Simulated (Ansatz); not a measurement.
# Zn₂₄O₂₃ (charge +2): geometry relaxation (part 3 of 3)

The same run, continued: Zn₂₄O₂₃ (defect cell, 47 atoms in the cell, total charge +2); DFT PBE, scalar-relativistic, plane waves, PAW, no spin polarisation (Ansatz 0.2.0); cutoff 420 eV, 2×2×2 k-mesh, Gaussian smearing of 0.01 eV. The structure derives from a Materials Project entry. It belongs to a series of runs on one base structure; here: O vacancy (site b), charge +2, atoms relaxed at the host's cell.

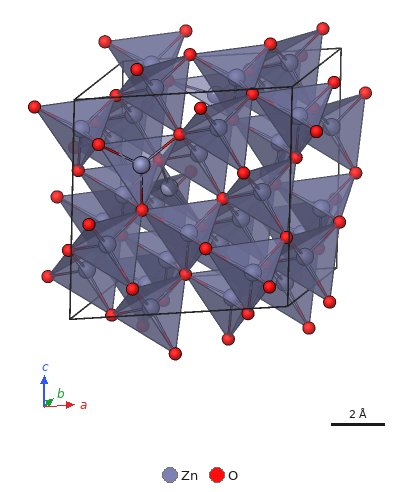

**Figure 1.** The geometry at step 3 of the log (polyhedral view of the cell of the calculation, seen slightly off an axis; polyhedra are completed across the faces of the cell).

**What the program printed, continued**
```
--- Relaxed structure (5 steps of the walk, 5 accepted, 0 SCFs on fresh bases) ---
  F+E_penalty+E_count = -92731.01028957 eV   max|allowed force component| = 2.677e-3 eV/Å
  atoms:
    - { symbol: Zn, position: [0.3041128973302415, 0.6374462306635748, 0.4707795639969081] }
    - { symbol: Zn, position: [0.6661190953567226, 0.4977695296892525, 0.33141294967066715] }
    - { symbol: Zn, position: [0.0023767595141067632, 0.8323130339364079, 0.6705023061914951] }
    - { symbol: Zn, position: [0.16443619635591922, 0.4980796163373337, 0.8327857620233894] }
    - { symbol: Zn, position: [0.4989797006030746, 0.8371689728581615, 0.16904342618077345] }
    - { symbol: Zn, position: [0.16474628300400046, -0.0005475713099439838, 0.33110286302258585] }
    - { symbol: Zn, position: [0.5038356395248282, 0.33571009284743997, 0.6656463672697412] }
    - { symbol: Zn, position: [0.8380550917974372, 0.6671063674352549, 0.0008426713262346119] }
    - { symbol: Zn, position: [0.834176004659568, 0.17138842513077068, 0.5004397007685883] }
    - { symbol: Zn, position: [0.33377303410192166, 0.16750933799290135, 0.004721758464104053] }
    - { symbol: Zn, position: [0.6650249825794494, -0.0016416840872172656, 0.8316916492461162] }
    - { symbol: Zn, position: [7.65364266356594e-5, 0.33340986975996895, 0.16674320309330237] }
    - { symbol: Zn, position: [0.3320375955260746, 0.49476699609364716, 0.1635319014153253] }
    - { symbol: Zn, position: [0.6710353424761546, 0.32906316153330173, 0.0032830873153774642] }
    - { symbol: Zn, position: [-0.003134765251341376, 0.6653709288594081, 0.3281003294269806] }
    - { symbol: Zn, position: [0.161433662760314, 0.330198568081992, 0.49870426219274144] }
    - { symbol: Zn, position: [0.509616957754613, 0.6394898182345459, 0.8790202788751217] }
    - { symbol: Zn, position: [0.16784969508699046, 0.8350931000676395, 0.002897622937103772] }
    - { symbol: Zn, position: [0.501759766734306, 0.16956428960377026, 0.33451636175365723] }
    - { symbol: Zn, position: [0.8362309562704369, 0.5011830284203238, 0.6684264334009726] }
    - { symbol: Zn, position: [0.8366164206487107, 0.00436867580948791, 0.16239649486663502] }
    - { symbol: Zn, position: [0.3061564849012126, 0.045686945541788315, 0.6762836244212796] }
    - { symbol: Zn, position: [0.7123536122084551, 0.8429502910879464, 0.4728231515678793] }
    - { symbol: Zn, position: [-0.00427017180003153, 0.16994975398204423, 0.8377020091428211] }
    - { symbol: O, position: [0.7913757557118992, 0.6240582254136451, 0.46028208347063937] }
    - { symbol: O, position: [0.12542107078631448, 0.9598495240373973, 0.7955180902127702] }
    - { symbol: O, position: [0.29072489208031177, 0.6269487501373061, 0.9580424223785658] }
    - { symbol: O, position: [0.6265161907040641, 0.9621847568794368, 0.2920877374529809] }
    - { symbol: O, position: [0.2936154168039725, 0.12470908904523237, 0.4573915587469784] }
    - { symbol: O, position: [0.6288514235461035, 0.4587544041196474, 0.7931828573707307] }
    - { symbol: O, position: [0.9599389715110654, 0.7955597418855046, 0.1265363666641397] }
    - { symbol: O, position: [0.959869699997473, 0.293272304844399, 0.6288930752188383] }
    - { symbol: O, position: [0.46222640855217134, 0.2932030333308061, 0.12660563817773232] }
    - { symbol: O, position: [0.790720350715051, 0.12405368404838424, 0.9573870173817176] }
    - { symbol: O, position: [0.12828746735651725, 0.46162080068985056, 0.294954134023184] }
    - { symbol: O, position: [0.46030810796776167, 0.6269085985111775, 0.29035086884826766] }
    - { symbol: O, position: [0.7941291288134341, 0.4608894787836272, 0.1259497989297565] }
    - { symbol: O, position: [0.12368420218160109, 0.793641441301095, 0.46024193184451073] }
    - { symbol: O, position: [0.2935752651778441, 0.4570175355149343, 0.6269747746344285] }
    - { symbol: O, position: [0.6271458377133342, 0.793522827154829, 0.9611392830862143] }
    - { symbol: O, position: [0.2938864943422923, 0.960143502562663, 0.12725878385189804] }
    - { symbol: O, position: [0.6268101692293295, 0.29392545051856456, 0.46055316100895893] }
    - { symbol: O, position: [0.9605921171852314, 0.6272198276756257, 0.7934768358959963] }
    - { symbol: O, position: [0.9592831322630895, 0.1274624621467676, 0.29422281211696055] }
    - { symbol: O, position: [0.4601894938214957, 0.12780594975288084, 0.793812504380001] }
    - { symbol: O, position: [0.7944726164195477, 0.9604791710466675, 0.6268561604881626] }
    - { symbol: O, position: [0.12755614545029398, 0.2926164655964229, 0.9607957954801012] }
```

**Trajectory as extended XYZ (Å, eV, eV/Å), 5 frames, from step=1 to step=5**
```
47
Lattice="-3.2794 5.6801 5.2932 -3.2794 -5.6801 5.2932 6.5588 -0.0000 5.2932" Properties=species:S:1:pos:R:3:forces:R:3 step=1 energy=-92730.39877
Zn    0.0000   -1.8934    7.7801    0.0000   0.0000  -0.9374
Zn   -1.6411    0.9566    7.9342   -0.0616   0.1661  -0.1110
Zn    1.6553   -4.7272    7.9462    0.1130   0.0207  -0.0465
Zn    3.2887   -1.8971    7.9342    0.1747  -0.0297  -0.1110
Zn   -3.2818   -1.9099    7.9462   -0.0386  -0.1082  -0.0465
Zn    1.6318    0.9405    2.6409   -0.1131  -0.1364  -0.1110
Zn    1.6266    0.9571    7.9462   -0.0744   0.0876  -0.0465
Zn   -4.9205    0.9555    7.9540    0.0196   0.1461   0.0372
Zn   -0.0070    3.7811    7.9540   -0.1364  -0.0561   0.0372
Zn   -1.6314    0.9435    2.6608    0.1167  -0.0901   0.0372
Zn    3.2794    3.7867    7.9350    0.0000   0.0000   0.2502
Zn    0.0000   -1.8934    2.6521    0.0000   0.0000  -0.0483
Zn   -1.6416   -0.9394    5.2808    0.0998   0.0626  -0.0960
Zn   -3.2756    1.9084    5.3038    0.1015   0.0645   0.0953
Zn   -0.0053   -3.7920    5.2808   -0.1041   0.0552  -0.0960
Zn    1.6469   -0.9486    5.2808    0.0043  -0.1178  -0.0960
Zn    1.7415   -0.8849   10.6313    0.8489   0.4968   0.3158
Zn   -3.2730   -3.7924    5.3081    0.1418  -0.0917   0.0640
Zn   -0.0081    1.8907    5.3081   -0.1503  -0.0769   0.0640
Zn    0.0017    1.9017   10.6013    0.0085   0.1686   0.0640
Zn   -1.6546    4.7292    5.3038   -0.1066   0.0556   0.0953
Zn    3.2819    1.7743    5.3381    0.0057  -0.9836   0.3158
Zn   -1.7441   -0.8894   10.6313   -0.8547   0.4868   0.3158
Zn    4.9302   -0.9575    5.3038    0.0051  -0.1201   0.0953
O    -1.6272    0.9368    9.9463    0.1670  -0.3546   0.0468
O     1.6386   -4.7231    9.9471   -0.2261   0.3368  -0.0202
O     3.2645   -1.8992    9.9463   -0.3906   0.0327   0.0468
O    -3.2699   -1.8975    9.9471    0.4047   0.0275  -0.0202
O     1.6420    0.9625    4.6531    0.2236   0.3220   0.0468
O     1.6314    0.9406    9.9471   -0.1786  -0.3642  -0.0202
O    -4.9180    0.9403    9.9553    0.0354  -0.0074   0.0082
O     0.0050    3.7909    9.9553   -0.0113   0.0344   0.0082
O    -1.6458    0.9489    4.6621   -0.0241  -0.0270   0.0082
O     3.2794    3.7867    9.9349    0.0000   0.0000  -0.0670
O     0.0000   -1.8934    4.6716    0.0000   0.0000   0.1010
O    -1.6432   -0.9496    7.3126    0.1952  -0.1333   0.2981
O    -3.2829    1.8926    7.3060    0.0062  -0.0702  -0.0031
O     0.0043   -3.7883    7.3126    0.0178   0.2357   0.2981
O     1.6389   -0.9422    7.3126   -0.2130  -0.1024   0.2981
O     1.6379   -0.9490   12.5875   -0.1360  -0.1099  -0.3511
O    -3.2803   -3.7893    7.3058   -0.0101   0.0698  -0.0039
O    -0.0018    1.8955    7.3058    0.0655  -0.0262  -0.0039
O     0.0027    1.8938   12.5990   -0.0554  -0.0436  -0.0039
O    -1.6373    4.7307    7.3060    0.0577   0.0405  -0.0031
O     3.2783    1.8961    7.2943   -0.0272   0.1727  -0.3511
O    -1.6368   -0.9471   12.5875    0.1632  -0.0628  -0.3511
O     4.9202   -0.9432    7.3060   -0.0639   0.0297  -0.0031
47
Lattice="-3.2794 5.6801 5.2932 -3.2794 -5.6801 5.2932 6.5588 -0.0000 5.2932" Properties=species:S:1:pos:R:3:forces:R:3 step=2 energy=-92730.78121
Zn    0.0000   -1.8934    7.6524    0.0000   0.0000  -0.5576
Zn   -1.6452    0.9674    7.9264   -0.0152   0.0648  -0.0461
Zn    1.6619   -4.7282    7.9442    0.0654   0.0457   0.0154
Zn    3.3001   -1.8990    7.9264    0.0637  -0.0192  -0.0461
Zn   -3.2860   -1.9152    7.9442    0.0069  -0.0795   0.0154
Zn    1.6245    0.9316    2.6332   -0.0485  -0.0456  -0.0461
Zn    1.6240    0.9633    7.9442   -0.0723   0.0338   0.0154
Zn   -4.9206    0.9641    7.9599   -0.0050   0.0837   0.0476
Zn   -0.0143    3.7767    7.9599   -0.0700  -0.0461   0.0476
Zn   -1.6239    0.9393    2.6667    0.0749  -0.0375   0.0476
Zn    3.2794    3.7867    7.9461    0.0000   0.0000   0.1086
Zn    0.0000   -1.8934    2.6524    0.0000   0.0000  -0.0479
Zn   -1.6362   -0.9377    5.2746    0.0463   0.0632  -0.0973
Zn   -3.2717    1.9163    5.3105    0.0715   0.0889   0.0272
Zn   -0.0095   -3.7882    5.2746   -0.0779   0.0085  -0.0973
Zn    1.6457   -0.9542    5.2746    0.0316  -0.0718  -0.0973
Zn    1.8495   -0.8215   10.6706    0.5373   0.3176   0.1899
Zn   -3.2601   -3.8003    5.3109    0.0466  -0.0365   0.0388
Zn   -0.0214    1.8835    5.3109   -0.0549  -0.0221   0.0388
Zn    0.0021    1.9168   10.6042    0.0083   0.0586   0.0388
Zn   -1.6634    4.7286    5.3105   -0.1127   0.0174   0.0272
Zn    3.2829    1.6491    5.3773    0.0064  -0.6241   0.1899
Zn   -1.8530   -0.8276   10.6706   -0.5437   0.3065   0.1899
Zn    4.9351   -0.9648    5.3105    0.0413  -0.1064   0.0272
O    -1.6260    0.9562    9.9391    0.1010  -0.3192   0.0640
O     1.6572   -4.7349    9.9427   -0.2296   0.2632   0.0261
O     3.2808   -1.9100    9.9391   -0.3269   0.0722   0.0640
O    -3.2895   -1.9077    9.9427    0.3427   0.0672   0.0261
O     1.6245    0.9538    4.6458    0.2259   0.2470   0.0640
O     1.6323    0.9626    9.9427   -0.1131  -0.3304   0.0261
O    -4.9124    0.9342    9.9567    0.0219   0.0080   0.0048
O     0.0075    3.7988    9.9567   -0.0179   0.0150   0.0048
O    -1.6539    0.9471    4.6635   -0.0040  -0.0230   0.0048
O     3.2794    3.7867    9.9381    0.0000   0.0000  -0.0478
O     0.0000   -1.8934    4.6709    0.0000   0.0000   0.1248
O    -1.6560   -0.9413    7.3072    0.1812  -0.1210   0.1989
O    -3.2870    1.8957    7.3076    0.0034  -0.0457  -0.0012
O     0.0035   -3.8035    7.3072    0.0142   0.2174   0.1989
O     1.6525   -0.9352    7.3072   -0.1954  -0.0964   0.1989
O     1.6370   -0.9441   12.6020   -0.0926  -0.0768  -0.3238
O    -3.2811   -3.7901    7.3046   -0.0012   0.0483  -0.0042
O    -0.0021    1.8965    7.3046    0.0424  -0.0231  -0.0042
O     0.0037    1.8936   12.5979   -0.0413  -0.0252  -0.0042
O    -1.6379    4.7257    7.3076    0.0379   0.0258  -0.0012
O     3.2830    1.8944    7.3088   -0.0203   0.1186  -0.3238
O    -1.6406   -0.9503   12.6020    0.1128  -0.0417  -0.3238
O     4.9249   -0.9413    7.3076   -0.0413   0.0199  -0.0012
47
Lattice="-3.2794 5.6801 5.2932 -3.2794 -5.6801 5.2932 6.5588 -0.0000 5.2932" Properties=species:S:1:pos:R:3:forces:R:3 step=3 energy=-92731.00368
Zn    0.0000   -1.8934    7.4698    0.0000   0.0000   0.0772
Zn   -1.6444    0.9653    7.9201    0.0232  -0.0504   0.0077
Zn    1.6640   -4.7206    7.9570   -0.0232   0.0174   0.0430
Zn    3.2979   -1.8986    7.9201   -0.0553   0.0051   0.0077
Zn   -3.2805   -1.9208    7.9570    0.0267   0.0114   0.0430
Zn    1.6259    0.9332    2.6269    0.0321   0.0453   0.0077
Zn    1.6165    0.9613    7.9570   -0.0035  -0.0288   0.0430
Zn   -4.9268    0.9707    7.9704   -0.0272  -0.0174  -0.0023
Zn   -0.0169    3.7680    7.9704    0.0287  -0.0149  -0.0023
Zn   -1.6150    0.9414    2.6772   -0.0015   0.0323  -0.0023
Zn    3.2794    3.7867    7.9269    0.0000   0.0000  -0.1252
Zn    0.0000   -1.8934    2.6534    0.0000   0.0000  -0.0400
Zn   -1.6362   -0.9253    5.2544   -0.0131   0.0202  -0.0404
Zn   -3.2610    1.9385    5.3104    0.0086   0.0479  -0.0033
Zn   -0.0203   -3.7944    5.2544   -0.0109  -0.0214  -0.0404
Zn    1.6565   -0.9604    5.2544    0.0240   0.0012  -0.0404
Zn    2.0093   -0.7276   10.7305   -0.0620  -0.0429   0.0138
Zn   -3.2643   -3.7974    5.3219   -0.0474   0.0381   0.0142
Zn   -0.0168    1.8856    5.3219    0.0567   0.0220   0.0142
Zn    0.0017    1.9118   10.6151   -0.0093  -0.0601   0.0142
Zn   -1.6880    4.7267    5.3104   -0.0458  -0.0165  -0.0033
Zn    3.2843    1.4637    5.4373   -0.0062   0.0751   0.0138
Zn   -2.0143   -0.7361   10.7305    0.0681  -0.0322   0.0138
Zn    4.9490   -0.9852    5.3104    0.0372  -0.0314  -0.0033
O    -1.6234    0.9552    9.9337   -0.0047   0.0310  -0.0156
O     1.6618   -4.7421    9.9503    0.0233  -0.0018  -0.0241
O     3.2786   -1.9117    9.9337    0.0292  -0.0114  -0.0156
O    -3.2980   -1.9082    9.9503   -0.0132  -0.0193  -0.0241
O     1.6242    0.9565    4.6405   -0.0245  -0.0196  -0.0156
O     1.6361    0.9702    9.9503   -0.0101   0.0211  -0.0241
O    -4.9249    0.9319    9.9612    0.0396   0.0070  -0.0047
O     0.0157    3.7890    9.9612   -0.0258   0.0308  -0.0047
O    -1.6495    0.9591    4.6680   -0.0138  -0.0378  -0.0047
O     3.2794    3.7867    9.9110    0.0000   0.0000   0.0605
O     0.0000   -1.8934    4.6828    0.0000   0.0000   0.0383
O    -1.6591   -0.9439    7.2988   -0.0290   0.0244  -0.0057
O    -3.2891    1.8931    7.3090   -0.0066   0.0247  -0.0002
O     0.0073   -3.8049    7.2988   -0.0066  -0.0373  -0.0057
O     1.6518   -0.9313    7.2988    0.0356   0.0129  -0.0057
O     1.6420   -0.9441   12.6003   -0.0024   0.0144   0.0220
O    -3.2786   -3.7845    7.3108   -0.0060  -0.0305  -0.0079
O     0.0016    1.8916    7.3108   -0.0234   0.0204  -0.0079
O    -0.0023    1.8929   12.6040    0.0294   0.0100  -0.0079
O    -1.6346    4.7251    7.3090   -0.0181  -0.0181  -0.0002
O     3.2804    1.8901    7.3071    0.0137  -0.0051   0.0220
O    -1.6430   -0.9459   12.6003   -0.0112  -0.0093   0.0220
O     4.9237   -0.9381    7.3090    0.0247  -0.0066  -0.0002
47
Lattice="-3.2794 5.6801 5.2932 -3.2794 -5.6801 5.2932 6.5588 -0.0000 5.2932" Properties=species:S:1:pos:R:3:forces:R:3 step=4 energy=-92731.00918
Zn    0.0000   -1.8934    7.4829    0.0000   0.0000   0.0002
Zn   -1.6443    0.9605    7.9188    0.0029  -0.0179  -0.0052
Zn    1.6628   -4.7180    7.9617   -0.0118   0.0138   0.0220
Zn    3.2936   -1.8963    7.9188   -0.0169   0.0064  -0.0052
Zn   -3.2776   -1.9211    7.9617    0.0178   0.0033   0.0220
Zn    1.6301    0.9358    2.6255    0.0140   0.0114  -0.0052
Zn    1.6148    0.9590    7.9617   -0.0060  -0.0171   0.0220
Zn   -4.9291    0.9701    7.9702   -0.0068   0.0036   0.0042
Zn   -0.0153    3.7664    7.9702    0.0003  -0.0077   0.0042
Zn   -1.6144    0.9436    2.6769    0.0065   0.0041   0.0042
Zn    3.2794    3.7867    7.9183    0.0000   0.0000  -0.0472
Zn    0.0000   -1.8934    2.6508    0.0000   0.0000  -0.0151
Zn   -1.6379   -0.9246    5.2495    0.0070   0.0079  -0.0244
Zn   -3.2604    1.9409    5.3102    0.0120   0.0165   0.0029
Zn   -0.0200   -3.7962    5.2495   -0.0104   0.0021  -0.0244
Zn    1.6579   -0.9593    5.2495    0.0034  -0.0100  -0.0244
Zn    1.9968   -0.7352   10.7299   -0.0061  -0.0094   0.0135
Zn   -3.2670   -3.7931    5.3233   -0.0101   0.0126   0.0077
Zn   -0.0117    1.8858    5.3233    0.0160   0.0024   0.0077
Zn   -0.0007    1.9073   10.6165   -0.0059  -0.0151   0.0077
Zn   -1.6904    4.7261    5.3102   -0.0203   0.0021   0.0029
Zn    3.2840    1.4784    5.4367   -0.0051   0.0100   0.0135
Zn   -2.0014   -0.7431   10.7299    0.0112  -0.0006   0.0135
Zn    4.9508   -0.9869    5.3102    0.0083  -0.0186   0.0029
O    -1.6236    0.9526    9.9317    0.0019   0.0014  -0.0028
O     1.6613   -4.7402    9.9530   -0.0017   0.0043  -0.0155
O     3.2764   -1.9103    9.9317    0.0003  -0.0024  -0.0028
O    -3.2961   -1.9087    9.9530    0.0046  -0.0006  -0.0155
O     1.6265    0.9577    4.6384   -0.0022   0.0010  -0.0028
O     1.6348    0.9688    9.9530   -0.0028  -0.0036  -0.0155
O    -4.9256    0.9329    9.9610    0.0158  -0.0017   0.0019
O     0.0152    3.7879    9.9610   -0.0064   0.0146   0.0019
O    -1.6484    0.9593    4.6677   -0.0094  -0.0128   0.0019
O     3.2794    3.7867    9.9090    0.0000   0.0000   0.0256
O     0.0000   -1.8934    4.6829    0.0000   0.0000   0.0257
O    -1.6603   -0.9451    7.2957   -0.0055   0.0037   0.0105
O    -3.2896    1.8934    7.3090   -0.0019   0.0042  -0.0008
O     0.0089   -3.8053    7.2957   -0.0004  -0.0066   0.0105
O     1.6513   -0.9297    7.2957    0.0060   0.0029   0.0105
O     1.6438   -0.9444   12.6034   -0.0100   0.0006  -0.0018
O    -3.2773   -3.7851    7.3116   -0.0078  -0.0076  -0.0085
O     0.0003    1.8908    7.3116   -0.0026   0.0106  -0.0085
O    -0.0024    1.8944   12.6049    0.0105  -0.0030  -0.0085
O    -1.6346    4.7245    7.3090   -0.0027  -0.0038  -0.0008
O     3.2793    1.8886    7.3102    0.0055   0.0083  -0.0018
O    -1.6437   -0.9442   12.6034    0.0045  -0.0089  -0.0018
O     4.9242   -0.9378    7.3090    0.0046  -0.0004  -0.0008
47
Lattice="-3.2794 5.6801 5.2932 -3.2794 -5.6801 5.2932 6.5588 -0.0000 5.2932" Properties=species:S:1:pos:R:3:forces:R:3 step=5 energy=-92731.01029
Zn    0.0000   -1.8934    7.4758    0.0000   0.0000  -0.0008
Zn   -1.6432    0.9562    7.9150   -0.0003  -0.0004  -0.0004
Zn    1.6604   -4.7141    7.9673   -0.0006  -0.0014   0.0015
Zn    3.2894   -1.8951    7.9150   -0.0002   0.0005  -0.0004
Zn   -3.2730   -1.9209    7.9673   -0.0009   0.0012   0.0015
Zn    1.6332    0.9389    2.6217    0.0005  -0.0001  -0.0004
Zn    1.6126    0.9550    7.9673    0.0015   0.0002   0.0015
Zn   -4.9305    0.9710    7.9716   -0.0015  -0.0002  -0.0002
Zn   -0.0154    3.7647    7.9716    0.0009  -0.0012  -0.0002
Zn   -1.6129    0.9444    2.6784    0.0006   0.0014  -0.0002
Zn    3.2794    3.7867    7.9138    0.0000   0.0000   0.0000
Zn    0.0000   -1.8934    2.6478    0.0000   0.0000  -0.0005
Zn   -1.6388   -0.9243    5.2421    0.0000   0.0006  -0.0004
Zn   -3.2582    1.9424    5.3111   -0.0011   0.0014  -0.0022
Zn   -0.0198   -3.7972    5.2421   -0.0005  -0.0003  -0.0004
Zn    1.6586   -0.9586    5.2421    0.0005  -0.0003  -0.0004
Zn    1.9969   -0.7377   10.7353    0.0001  -0.0005   0.0012
Zn   -3.2700   -3.7900    5.3241    0.0008   0.0000   0.0007
Zn   -0.0075    1.8869    5.3241   -0.0004  -0.0007   0.0007
Zn   -0.0018    1.9031   10.6174   -0.0004   0.0007   0.0007
Zn   -1.6928    4.7272    5.3111   -0.0006  -0.0017  -0.0022
Zn    3.2818    1.4795    5.4421   -0.0005   0.0001   0.0012
Zn   -1.9993   -0.7418   10.7353    0.0004   0.0003   0.0012
Zn    4.9510   -0.9896    5.3111    0.0018   0.0003  -0.0022
O    -1.6229    0.9504    9.9286   -0.0004   0.0015  -0.0010
O     1.6586   -4.7396    9.9555    0.0008  -0.0010  -0.0008
O     3.2742   -1.9098    9.9286    0.0015  -0.0004  -0.0010
O    -3.2942   -1.9066    9.9555   -0.0013  -0.0002  -0.0008
O     1.6281    0.9594    4.6354   -0.0011  -0.0011  -0.0010
O     1.6356    0.9662    9.9555    0.0005   0.0012  -0.0008
O    -4.9270    0.9337    9.9621   -0.0006   0.0001   0.0006
O     0.0152    3.7863    9.9621    0.0002  -0.0005   0.0006
O    -1.6470    0.9601    4.6688    0.0003   0.0004   0.0006
O     3.2794    3.7867    9.9098    0.0000   0.0000   0.0006
O     0.0000   -1.8934    4.6838    0.0000   0.0000  -0.0009
O    -1.6611   -0.9463    7.2918   -0.0010   0.0000  -0.0013
O    -3.2896    1.8928    7.3098   -0.0001   0.0005   0.0027
O     0.0104   -3.8054    7.2918    0.0005  -0.0009  -0.0013
O     1.6507   -0.9284    7.2918    0.0005   0.0008  -0.0013
O     1.6450   -0.9450   12.6075   -0.0008   0.0006   0.0012
O    -3.2778   -3.7844    7.3115    0.0009  -0.0002  -0.0009
O     0.0012    1.8908    7.3115   -0.0006  -0.0007  -0.0009
O    -0.0028    1.8936   12.6047   -0.0003   0.0008  -0.0009
O    -1.6341    4.7248    7.3098   -0.0004  -0.0003   0.0027
O     3.2782    1.8880    7.3142    0.0009   0.0004   0.0012
O    -1.6438   -0.9429   12.6075   -0.0001  -0.0010   0.0012
O     4.9237   -0.9376    7.3098    0.0005  -0.0002   0.0027
```

**Key numbers**

- outcome: converged
- electrons treated: 424
- free energy: −92731.0103 eV
- Fermi energy: 7.355 eV
- gap on the k-point mesh: 1.78 eV
- final volume: 591.59 Å³
- largest force (length of the vector) at the end: 0.003 eV/Å
- hardware: 4 threads of Arm Neoverse V2, 24 GiB of memory available, shared host
- wall time: 1.8 min (CPU time 7.1 min)
- peak memory: 1.8 GiB
